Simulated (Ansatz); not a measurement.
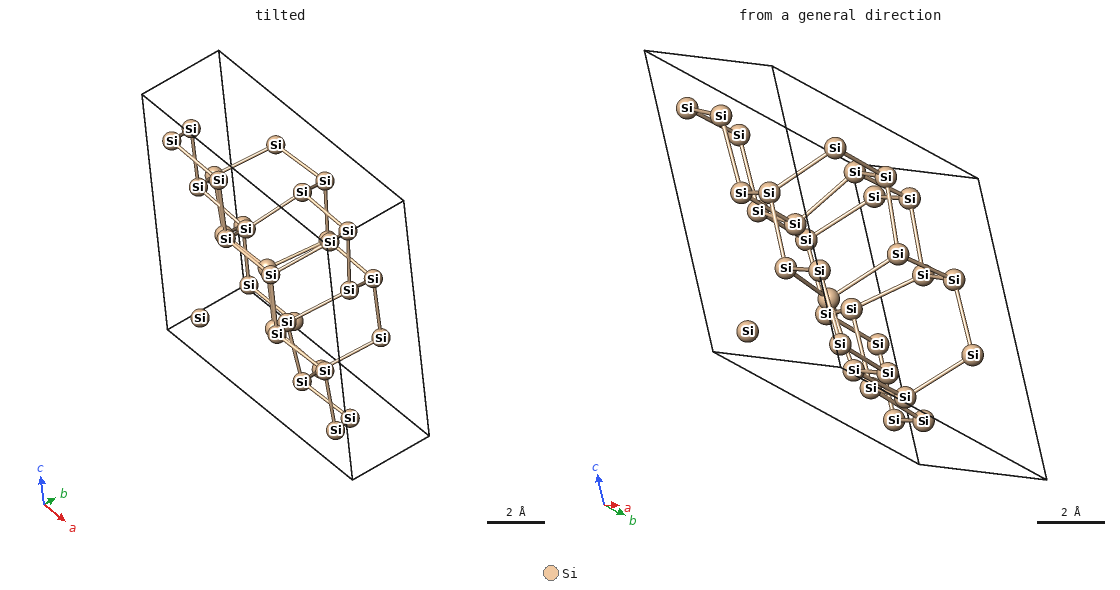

The image is a ball-and-stick drawing of a crystal, viewed slightly off an axis and from a general direction. One supercell is framed, with atoms on its boundary repeated. The host is Si, in a cell of 32 sites, and the cell carries a charge of -1.

**Spot the defect.**

A silicon vacancy. Around the empty site lie four Si at about 2.1 Å.

All computed values are from Ansatz, DFT PBE, scalar-relativistic, plane waves, PAW. Settings: a kinetic-energy cutoff of 420 eV, k-grid 2×2×2, Gaussian smearing of 0.02 eV, collinear spins.

**Does the cell have a net magnetic moment?**

No net moment.

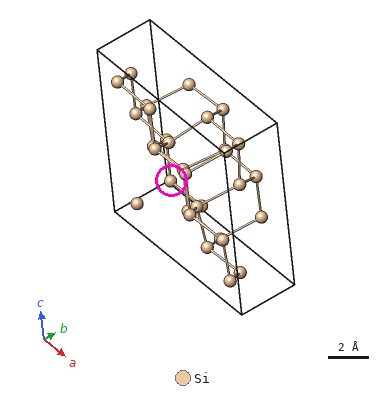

The same cell with a ring at the defect's site.

The atoms were relaxed in the host's cell with DFT PBE, scalar-relativistic, plane waves, PAW (Ansatz).
